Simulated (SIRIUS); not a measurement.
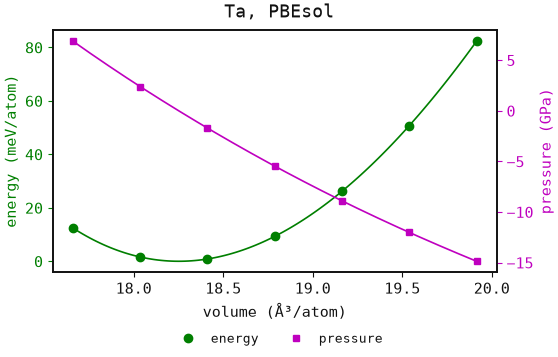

The figure shows the energy and pressure against volume for Ta, space group Fm-3m (No. 225).

The given structure:
```xyz
1
Lattice="0.0000 2.1100 2.1100 2.1100 0.0000 2.1100 2.1100 2.1100 0.0000" Properties=species:S:1:pos:R:3 pbc="T T T"
Ta    0.0000    0.0000    0.0000
```

How it was computed, with SIRIUS 7.10.0: plane-wave DFT, no spin polarisation; energies at scaled volumes of the given cell, shape and fractions fixed, counted from the fit's minimum, third-order Birch-Murnaghan fit. Level: PBEsol.

```
       setting                          value
        k mesh                       11×11×11
   occupations                    Fermi–Dirac
smearing width                        0.05 eV
    potentials  dojo sr pbesol 0.4.1 standard
   wave cutoff                       806.7 eV
density cutoff                        3227 eV
```

Give the values behind the plot as a table.

```json
{"volume (Å³/atom)": "17.66", "energy (meV/atom)": "12.43", "pressure (GPa)": "6.88"}
{"volume (Å³/atom)": "18.04", "energy (meV/atom)": "1.61", "pressure (GPa)": "2.39"}
{"volume (Å³/atom)": "18.41", "energy (meV/atom)": "0.86", "pressure (GPa)": "-1.71"}
{"volume (Å³/atom)": "18.79", "energy (meV/atom)": "9.32", "pressure (GPa)": "-5.47"}
{"volume (Å³/atom)": "19.16", "energy (meV/atom)": "26.21", "pressure (GPa)": "-8.90"}
{"volume (Å³/atom)": "19.54", "energy (meV/atom)": "50.78", "pressure (GPa)": "-12.02"}
{"volume (Å³/atom)": "19.92", "energy (meV/atom)": "82.35", "pressure (GPa)": "-14.87"}
```
